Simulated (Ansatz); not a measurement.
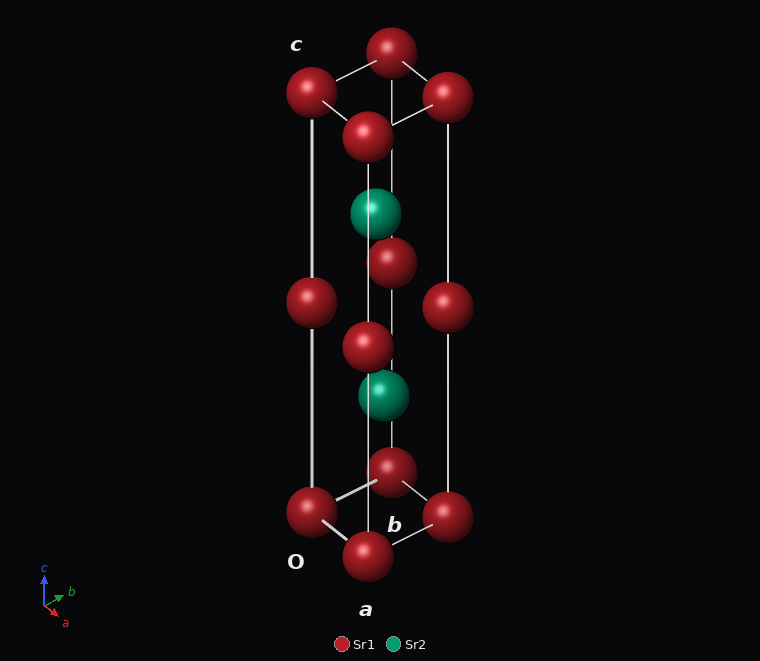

Crystal: Sr, the geometry relaxed with Ansatz 0.2.0, DFT, r2SCAN, plane waves (500 eV) with PAW, scalar-relativistic; the starting structure was generated, so it need not be a known form of this composition. One unit cell; atoms that symmetry makes equivalent share a colour (atoms on faces, edges and corners are repeated). Geometry calculated from the standardised cell; symmetry tolerance 0.002 Å.

a = 4.313 Å, b = 4.313 Å, c = 14.158 Å, α = 90.00°, β = 90.00°, γ = 120.00°; space group P6₃/mmc (No. 194).

One atom of each site: Sr1 (0, 0, 0); Sr2 (1/3, 2/3, 1/4).

### Give the multiplicity, Wyckoff letter and site symmetry of each site.

```csv
site,Wyckoff,symmetry
Sr1,2a,-3m.
Sr2,2c,-6m2
```

### How many free positional parameters does the structure have?

0: Sr1 0, Sr2 0.
